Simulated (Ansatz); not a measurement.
# Run report: Zr₁₈HS₃₆ (charge +1), single-point calculation (part 2 of 3)

Zr₁₈HS₃₆ (defect cell, 55 atoms in the cell, total charge +1); DFT PBE, scalar-relativistic, plane waves, PAW, spin-polarised (Ansatz 0.2.0); cutoff 420 eV, 3×3×1 k-mesh, Gaussian smearing of 0.05 eV, collinear spins. The structure derives from a Materials Project entry.

### Output, continued
```
  k-point 1 ↑: bands = ["-42.6888", "-42.6859", "-42.6836", "-42.6646", "-42.6619", "-42.6594", "-42.6558", "-42.6533", "-42.6527", "-42.3713", ... 62 levels left out ..., "-6.7971", "-5.9842", "-5.7071", "-5.6888", "-5.4944", "-5.4511", "-5.3900", "-5.3251", "-5.3053", "-5.2452", "-5.1763", "-5.1687", "-5.1513", "-5.1419", "-5.1202", "-5.1016", "-5.0657", "-5.0423", "-5.0320", "-5.0224", "-4.9891", "-4.9711", "-4.9282", "-4.9276", "-4.8721", "-4.8297", "-4.8285", "-4.7713", "-4.7668",
      "-4.7323", "-4.6775", "-4.6690", "-4.6664", "-4.6492", "-4.6476", "-4.5539", "0.4082", "2.0789", "2.3943", "2.4004", "2.4080", "2.4824", "2.5530", "2.5545", "2.7445", "2.7452", "2.7917", "2.8334", "2.8619", "2.8680", "2.9031", "2.9581", "3.0308", "3.0384", "3.0994", "3.1349", "3.1437", "3.2003", "3.2659", "3.2947", "3.3094", "3.3293", "3.3666", "3.3901", "3.4062", "3.4580", "3.4615", "3.5251", "3.5319",
      "3.5419", "3.6249", "3.6252", "3.6508", "3.6631", "3.6766", "3.7383", "3.7585", "3.7972", "3.8341", "3.8464", "3.9050", "3.9100", "3.9582", "3.9688", "3.9966", "4.0021", "4.0290", "4.0760", "4.0786", "4.1150", "4.1401", "4.1560", "4.1822", "4.2068", "4.2167", "4.2169", "4.2563", "4.2726", "4.2778", "4.2974", "4.4015", "4.4531", "4.4981", "4.5330", "4.5335", "4.5472", "4.5548", "4.6153", "4.6591",
      "4.7038", "4.7069", "4.7438", "4.7583", "4.8614", "4.9076", "4.9588", "5.0171", "5.0553", "5.0894", "5.1238", "5.1553", "5.1918", "5.1923", "5.2191", "5.2523", "5.2999", "5.3036", "5.4112", "5.4296", "5.5209", "5.5759", "5.6087", "5.6196", "5.6581", "5.6766", "5.7121", "5.7336", "5.7608", "5.8232", "6.0072", "6.0094", "6.1785", "6.2399", "6.4331", "7.3847", "7.7348", "7.7655", "7.8012", "7.8443",
      "7.9337", "8.0313", "8.0601", "8.1341", "8.1816", "8.1831", "8.2251", "8.2866", "8.3009", "8.3559", "8.3605", "8.4005", "8.5933", "8.6598", "8.6633", "8.7789", "8.8351", "8.9106", "8.9258", "9.0825", "9.1543", "9.1739", "9.1958", "9.2159", "9.2661", "9.2931", "9.3810", "9.4664", "9.5350", "9.5418", "9.5735", "9.5841", "9.5861", "9.5928", "9.6172", "9.6623", "9.6896", "9.7325", "9.7997", "9.8079",
      "9.8381", "9.8493", "9.8813", "9.8832", "10.0002", "10.0043", "10.0586", "10.0592", "10.1156", "10.6024", "10.8038"]
  k-point 2 ↑: bands = ["-42.6891", "-42.6850", "-42.6843", "-42.6645", "-42.6620", "-42.6592", "-42.6559", "-42.6534", "-42.6527", "-42.3713", ... 62 levels left out ..., "-6.7971", "-5.9842", "-5.7072", "-5.6887", "-5.4944", "-5.4512", "-5.3899", "-5.3254", "-5.3052", "-5.2451", "-5.1763", "-5.1686", "-5.1513", "-5.1419", "-5.1199", "-5.1015", "-5.0658", "-5.0425", "-5.0320", "-5.0225", "-4.9890", "-4.9711", "-4.9284", "-4.9274", "-4.8723", "-4.8296", "-4.8286", "-4.7711", "-4.7669",
      "-4.7323", "-4.6773", "-4.6692", "-4.6663", "-4.6491", "-4.6476", "-4.5540", "0.4082", "2.0800", "2.3940", "2.3999", "2.4080", "2.4823", "2.5519", "2.5545", "2.7446", "2.7454", "2.7911", "2.8335", "2.8620", "2.8680", "2.9030", "2.9579", "3.0311", "3.0395", "3.0992", "3.1352", "3.1449", "3.2003", "3.2657", "3.2947", "3.3089", "3.3294", "3.3660", "3.3901", "3.4060", "3.4574", "3.4617", "3.5249", "3.5319",
      "3.5416", "3.6244", "3.6251", "3.6510", "3.6630", "3.6767", "3.7384", "3.7589", "3.7974", "3.8351", "3.8465", "3.9042", "3.9105", "3.9576", "3.9688", "3.9969", "4.0017", "4.0292", "4.0763", "4.0788", "4.1150", "4.1389", "4.1561", "4.1820", "4.2067", "4.2166", "4.2175", "4.2559", "4.2734", "4.2786", "4.2980", "4.4020", "4.4534", "4.4977", "4.5333", "4.5339", "4.5474", "4.5547", "4.6153", "4.6586",
      "4.7030", "4.7069", "4.7443", "4.7574", "4.8606", "4.9074", "4.9594", "5.0170", "5.0557", "5.0892", "5.1236", "5.1546", "5.1918", "5.1924", "5.2193", "5.2519", "5.3003", "5.3036", "5.4114", "5.4299", "5.5211", "5.5758", "5.6085", "5.6203", "5.6580", "5.6765", "5.7117", "5.7336", "5.7609", "5.8231", "6.0070", "6.0098", "6.1784", "6.2399", "6.4332", "7.3839", "7.7356", "7.7658", "7.8014", "7.8440",
      "7.9344", "8.0316", "8.0597", "8.1340", "8.1815", "8.1833", "8.2247", "8.2867", "8.3016", "8.3559", "8.3607", "8.4004", "8.5934", "8.6596", "8.6634", "8.7802", "8.8359", "8.9098", "8.9247", "9.0812", "9.1544", "9.1739", "9.1947", "9.2160", "9.2679", "9.2922", "9.3804", "9.4664", "9.5351", "9.5415", "9.5733", "9.5842", "9.5858", "9.5928", "9.6168", "9.6622", "9.6886", "9.7323", "9.7998", "9.8094",
      "9.8381", "9.8485", "9.8812", "9.8832", "10.0003", "10.0040", "10.0586", "10.0593", "10.1156", "10.6050", "10.8025"]
  k-point 4 ↓: bands = ["-42.6890", "-42.6854", "-42.6840", "-42.6645", "-42.6621", "-42.6591", "-42.6559", "-42.6534", "-42.6527", "-42.3713", ... 62 levels left out ..., "-6.7971", "-5.9841", "-5.7071", "-5.6888", "-5.4946", "-5.4512", "-5.3899", "-5.3253", "-5.3054", "-5.2452", "-5.1764", "-5.1685", "-5.1513", "-5.1420", "-5.1199", "-5.1012", "-5.0658", "-5.0426", "-5.0320", "-5.0225", "-4.9888", "-4.9711", "-4.9285", "-4.9272", "-4.8724", "-4.8294", "-4.8287", "-4.7709", "-4.7671",
      "-4.7323", "-4.6773", "-4.6693", "-4.6662", "-4.6490", "-4.6477", "-4.5540", "0.4082", "2.0800", "2.3942", "2.3998", "2.4081", "2.4823", "2.5519", "2.5544", "2.7444", "2.7454", "2.7910", "2.8335", "2.8619", "2.8681", "2.9029", "2.9581", "3.0313", "3.0396", "3.0991", "3.1354", "3.1450", "3.1999", "3.2657", "3.2944", "3.3090", "3.3296", "3.3661", "3.3900", "3.4057", "3.4570", "3.4615", "3.5254", "3.5319",
      "3.5408", "3.6244", "3.6252", "3.6517", "3.6629", "3.6766", "3.7381", "3.7588", "3.7974", "3.8356", "3.8465", "3.9042", "3.9109", "3.9573", "3.9689", "3.9969", "4.0013", "4.0296", "4.0764", "4.0789", "4.1151", "4.1382", "4.1562", "4.1817", "4.2071", "4.2167", "4.2178", "4.2552", "4.2737", "4.2792", "4.2985", "4.4024", "4.4532", "4.4972", "4.5332", "4.5338", "4.5476", "4.5546", "4.6152", "4.6586",
      "4.7026", "4.7070", "4.7444", "4.7572", "4.8605", "4.9074", "4.9591", "5.0169", "5.0562", "5.0892", "5.1230", "5.1544", "5.1921", "5.1922", "5.2195", "5.2519", "5.3007", "5.3036", "5.4115", "5.4299", "5.5211", "5.5757", "5.6083", "5.6206", "5.6578", "5.6767", "5.7117", "5.7335", "5.7608", "5.8230", "6.0068", "6.0100", "6.1783", "6.2400", "6.4332", "7.3834", "7.7357", "7.7657", "7.8018", "7.8437",
      "7.9344", "8.0320", "8.0596", "8.1339", "8.1814", "8.1836", "8.2249", "8.2866", "8.3016", "8.3558", "8.3610", "8.4005", "8.5935", "8.6595", "8.6635", "8.7803", "8.8359", "8.9097", "8.9243", "9.0806", "9.1541", "9.1739", "9.1948", "9.2161", "9.2691", "9.2917", "9.3807", "9.4663", "9.5348", "9.5415", "9.5735", "9.5847", "9.5859", "9.5914", "9.6175", "9.6624", "9.6887", "9.7319", "9.7999", "9.8095",
      "9.8382", "9.8481", "9.8813", "9.8831", "9.9998", "10.0046", "10.0585", "10.0593", "10.1155", "10.6049", "10.8034"]
--- Löwdin populations: 55 sites ---
  site symbol       q [e]    m [muB]
     0     Zr     11.1782     0.0000
     1     Zr     11.1629    -0.0000
     2     Zr     11.1779     0.0000
     3     Zr     11.1631    -0.0000
     4     Zr     11.1679    -0.0000
     5     Zr     11.1612    -0.0000
     6     Zr     11.1565    -0.0000
     7     Zr     11.1604    -0.0000
     8     Zr     11.1781     0.0000
     9     Zr     11.1630    -0.0000
    10     Zr     11.1566    -0.0000
    11     Zr     11.1605    -0.0000
    12     Zr     11.1565    -0.0000
    13     Zr     11.1605    -0.0000
    14     Zr     11.1679    -0.0000
    15     Zr     11.1612    -0.0000
    16     Zr     11.1680    -0.0000
    17     Zr     11.1612    -0.0000
    18      S      6.3759     0.0000
    19      S      6.3295    -0.0000
    20      S      6.3775     0.0000
    21      S      6.3296    -0.0000
    22      S      6.3429     0.0000
    23      S      6.3203     0.0000
    24      S      6.3430     0.0000
    25      S      6.3203     0.0000
    26      S      6.3431     0.0000
    27      S      6.2867     0.0000
    28      S      6.3431     0.0000
    29      S      6.3202     0.0000
    30      S      6.3763     0.0000
    31      S      6.3295    -0.0000
    32      S      6.3432     0.0000
    33      S      6.2868     0.0000
    34      S      6.3431     0.0000
    35      S      6.2863     0.0000
    36      S      6.2012    -0.0000
    37      S      6.3442     0.0000
    38      S      6.3137     0.0000
    39      S      6.3442     0.0000
    40      S      6.3134     0.0000
    41      S      6.3441     0.0000
    42      S      6.3138     0.0000
    43      S      6.3442     0.0000
    44      S      6.3136    -0.0000
    45      S      6.3442     0.0000
    46      S      6.3220     0.0000
    47      S      6.3366     0.0000
    48      S      6.3137     0.0000
    49      S      6.3442     0.0000
    50      S      6.3229     0.0000
    51      S      6.3461     0.0000
    52      S      6.3132     0.0000
    53      S      6.3442     0.0000
    54      H      0.8219     0.0000
  spilling = 0.005554 (of n_electrons = 432.000000)
--- Bader charges: 55 sites ---
  site symbol  charge [e]  shift [e]    m [muB]
     0     Zr      2.0849     0.0011     0.0000
     1     Zr      2.0992     0.0012     0.0000
     2     Zr      2.0849     0.0011     0.0000
     3     Zr      2.0991     0.0012     0.0000
     4     Zr      2.0887     0.0012     0.0000
     5     Zr      2.0987     0.0011     0.0000
     6     Zr      2.0966     0.0012     0.0000
     7     Zr      2.0991     0.0011     0.0000
     8     Zr      2.0850     0.0011     0.0000
     9     Zr      2.0992     0.0012     0.0000
    10     Zr      2.0965     0.0012     0.0000
    11     Zr      2.0992     0.0011     0.0000
    12     Zr      2.0966     0.0012     0.0000
    13     Zr      2.0992     0.0011     0.0000
    14     Zr      2.0888     0.0012     0.0000
    15     Zr      2.0987     0.0011     0.0000
    16     Zr      2.0887     0.0012     0.0000
    17     Zr      2.0987     0.0011     0.0000
    18      S     -1.0585     0.0006     0.0000
    19      S     -1.0254     0.0006     0.0000
    20      S     -1.0597     0.0006     0.0000
    21      S     -1.0256     0.0006     0.0000
    22      S     -1.0385     0.0006     0.0000
    23      S     -1.0255     0.0006     0.0000
    24      S     -1.0384     0.0006     0.0000
    25      S     -1.0255     0.0006     0.0000
    26      S     -1.0388     0.0006     0.0000
    27      S     -1.0079     0.0006     0.0000
    28      S     -1.0384     0.0006     0.0000
    29      S     -1.0253     0.0006     0.0000
    30      S     -1.0589     0.0006     0.0000
    31      S     -1.0254     0.0006     0.0000
    32      S     -1.0388     0.0006     0.0000
    33      S     -1.0079     0.0006     0.0000
    34      S     -1.0388     0.0006     0.0000
    35      S     -1.0076     0.0006     0.0000
    36      S     -0.7075     0.0081     0.0000
    37      S     -1.0401     0.0006     0.0000
    38      S     -1.0207     0.0006     0.0000
    39      S     -1.0395     0.0006     0.0000
    40      S     -1.0206     0.0006     0.0000
    41      S     -1.0396     0.0006     0.0000
    42      S     -1.0209     0.0006     0.0000
    43      S     -1.0396     0.0006     0.0000
    44      S     -1.0208     0.0006     0.0000
    45      S     -1.0395     0.0006     0.0000
    46      S     -1.0259     0.0006     0.0000
    47      S     -1.0354     0.0006     0.0000
    48      S     -1.0209     0.0006     0.0000
    49      S     -1.0396     0.0006     0.0000
    50      S     -1.0273     0.0006     0.0000
    51      S     -1.0392     0.0006     0.0000
    52      S     -1.0207     0.0006     0.0000
    53      S     -1.0395     0.0006     0.0000
    54      H      0.1203     0.0083     0.0000
  estimated error of the sums over rays = 8.2e-4 e
```

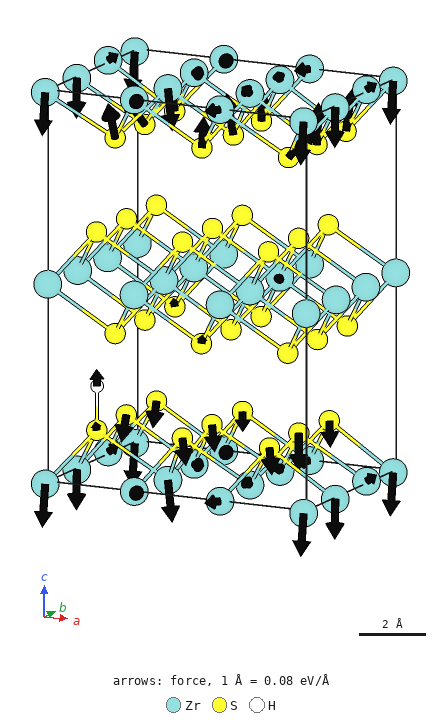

**Figure 1.** Forces on the atoms as black arrows (ball-and-stick view of the cell of the calculation, seen slightly off an axis); the smallest are left out. The largest act on Zr1 (0.11 eV/Å); S34 (0.11 eV/Å); Zr9 (0.11 eV/Å); S20, S28, S32, S36 (0.10 eV/Å), among others. Atoms are counted from 1 in the order of the input and aren't labelled in the picture. The geometry is not a stationary point of this energy.

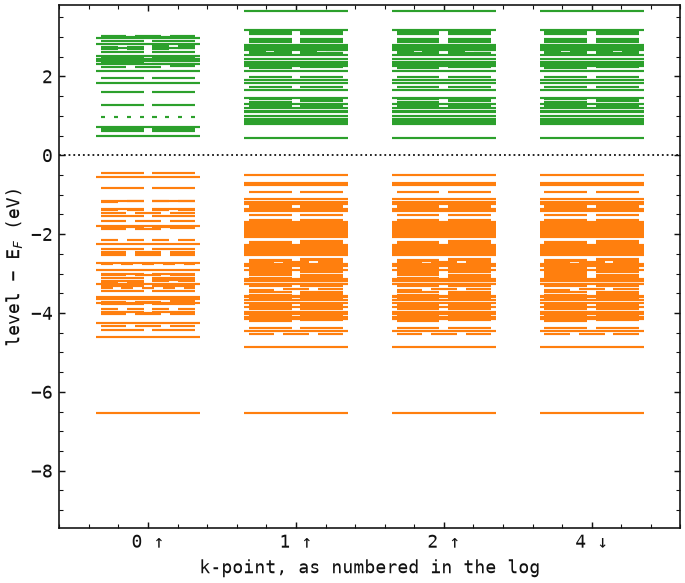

**Figure 2.** Kohn–Sham levels near the Fermi level (dotted) at the few k-points that the log prints; levels within 0.02 eV of each other stand side by side. Among these points the highest filled and lowest empty levels are 0.89 eV apart, which is the gap on the mesh.

The run was set up as follows.

### Input file
```yaml
crystal:
  lattice:
    - [11.074148, 0.0, 0.0]
    - [-5.537074, 9.590493, 0.0]
    - [0.0, 0.0, 12.082154]
  atoms:
    - { symbol: Zr, position: [-0.0069795883, -0.0115988884, -0.0063341663] }
    - { symbol: Zr, position: [-0.0008555055, -0.0008870624, 0.5028578604] }
    - { symbol: Zr, position: [-0.006793475, 0.3410941097, -0.0070084638] }
    - { symbol: Zr, position: [-0.0009591508, 0.3333553343, 0.5031419411] }
    - { symbol: Zr, position: [0.000576408, 0.668470216, 0.0052258448] }
    - { symbol: Zr, position: [-0.00083893, 0.666296498, 0.5009664503] }
    - { symbol: Zr, position: [0.3332406932, 0.0010366526, -0.001490916] }
    - { symbol: Zr, position: [0.3329433052, -0.0005951835, 0.5004748989] }
    - { symbol: Zr, position: [0.3456579351, 0.3411598531, -0.0068552309] }
    - { symbol: Zr, position: [0.3332055246, 0.3331779331, 0.5029106087] }
    - { symbol: Zr, position: [0.3333437381, 0.668992408, -0.0016152656] }
    - { symbol: Zr, position: [0.3329046796, 0.6667038366, 0.5001423154] }
    - { symbol: Zr, position: [0.6653557144, 0.0009671658, -0.0014587103] }
    - { symbol: Zr, position: [0.6658306809, -0.000443865, 0.500235725] }
    - { symbol: Zr, position: [0.6657117834, 0.333682982, 0.0051859248] }
    - { symbol: Zr, position: [0.6660211151, 0.3331374936, 0.5009394309] }
    - { symbol: Zr, position: [0.6656036637, 0.6685032609, 0.0052017332] }
    - { symbol: Zr, position: [0.6660951202, 0.6662168847, 0.5011203365] }
    - { symbol: S, position: [0.2211650426, 0.1111496513, 0.3819310784] }
    - { symbol: S, position: [0.2202220259, 0.1136838564, 0.8815018331] }
    - { symbol: S, position: [0.2210097383, 0.4430911586, 0.3818539037], spin: 0.2 }
    - { symbol: S, position: [0.2206051056, 0.4433091991, 0.8811843114] }
    - { symbol: S, position: [0.2212480206, 0.7773224119, 0.3810745029] }
    - { symbol: S, position: [0.2200881071, 0.7784017055, 0.880700107] }
    - { symbol: S, position: [0.5550038, 0.1110633918, 0.3811017219] }
    - { symbol: S, position: [0.5558864788, 0.1141094608, 0.8807439682] }
    - { symbol: S, position: [0.5543771851, 0.4438413274, 0.3820766952] }
    - { symbol: S, position: [0.561559138, 0.4490472292, 0.8793276043] }
    - { symbol: S, position: [0.5551023956, 0.7772262593, 0.3810656849] }
    - { symbol: S, position: [0.5559959603, 0.7783778509, 0.8806787544] }
    - { symbol: S, position: [0.889085364, 0.1112241092, 0.3818933808], spin: 0.2 }
    - { symbol: S, position: [0.8910813691, 0.1135449825, 0.8814587299] }
    - { symbol: S, position: [0.8885110243, 0.4437949799, 0.3821278194] }
    - { symbol: S, position: [0.8852573934, 0.4490212796, 0.8792408629] }
    - { symbol: S, position: [0.8884693464, 0.7779244672, 0.3820610792] }
    - { symbol: S, position: [0.8852671635, 0.7728001707, 0.87952253] }
    - { symbol: S, position: [0.1108318824, 0.2238395747, 0.1150769638], spin: 0.2 }
    - { symbol: S, position: [0.1104702157, 0.2218435978, 0.6214953736] }
    - { symbol: S, position: [0.1105651052, 0.5548413373, 0.1197783158] }
    - { symbol: S, position: [0.1112721743, 0.5559256813, 0.6206692757] }
    - { symbol: S, position: [0.1105121917, 0.8919094899, 0.1200329612] }
    - { symbol: S, position: [0.1111348951, 0.888580155, 0.6207031196] }
    - { symbol: S, position: [0.4421723148, 0.2238279888, 0.1198578515] }
    - { symbol: S, position: [0.4437407547, 0.2211785485, 0.620723833] }
    - { symbol: S, position: [0.4420490544, 0.5549252867, 0.119832263] }
    - { symbol: S, position: [0.4436501852, 0.5559179221, 0.6206223395] }
    - { symbol: S, position: [0.4439295956, 0.8902674482, 0.1188294412] }
    - { symbol: S, position: [0.443775331, 0.8884269711, 0.6197000914] }
    - { symbol: S, position: [0.7794188259, 0.2238085124, 0.1197933972] }
    - { symbol: S, position: [0.7763779007, 0.2210645374, 0.6207221665] }
    - { symbol: S, position: [0.7773100757, 0.5568554173, 0.1232738642] }
    - { symbol: S, position: [0.7771416079, 0.5551812795, 0.6206042349] }
    - { symbol: S, position: [0.7790754074, 0.8919178138, 0.1200239127] }
    - { symbol: S, position: [0.7764043778, 0.8886379351, 0.6206566496] }
    - { symbol: H, position: [0.111716107, 0.2255511346, 0.2276136167], spin: 0.2 }
magnetization:
  spin_polarized: true
total_charge: 1
basis:
  ecutwfc: 420
  fft_grid_basis: typed
kpoints:
  mp_grid: { grid: [3, 3, 1] }
hamiltonian:
  xc: pbe
  pseudopotentials: { kind: paw }
scf:
  occupations: { method: gaussian, width: 0.05 }
output:
  forces: true
  stress: false
  eigenvalues: true
  bader: true
  write_density: true
  volumetric_format: npy
  populations: true
```

Launched with:
```bash
ansatz run input.yaml --threads 8 --pin off --max-ram 16384MiB --backend cpu --events-out ev --progress --plain --runs-dir out
```
